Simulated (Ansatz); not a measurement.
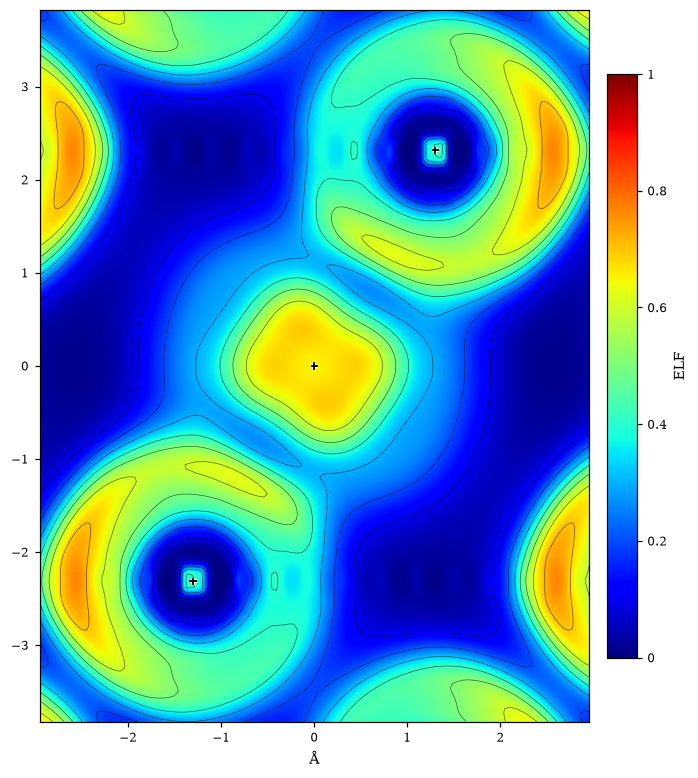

The electron localisation function on a plane through atoms (crosses mark nuclei in the plane).

These are results of Kohn-Sham DFT of a periodic cell, HSE06, Ansatz PAW (Ansatz 0.2.0), not measurements.

Candidates:
A. Te$_{2}$Pt, a = 4.01 Å, b = 4.01 Å, c = 5.20 Å, α = 90.00°, β = 90.00°, γ = 120.00°. Space group P-3m1; not relaxed (largest force 0.7 eV/Å); computed pressure about 5 GPa in this cell.
B. SnO$_{2}$, a = 4.74 Å, b = 4.74 Å, c = 3.19 Å, α = 90.00°, β = 90.00°, γ = 90.00°. Space group P4₂/mnm.
C. Li$_{2}$S, a = 5.69 Å, b = 5.69 Å, c = 5.69 Å, α = 90.00°, β = 90.00°, γ = 90.00°. Space group Fm-3m.

**Which system is this?**

Candidate A: Te$_{2}$Pt on the (110) plane of the conventional cell, which holds Pt and Te. Te–Pt (2.66 Å): the ELF is about 0.55 at the midpoint.
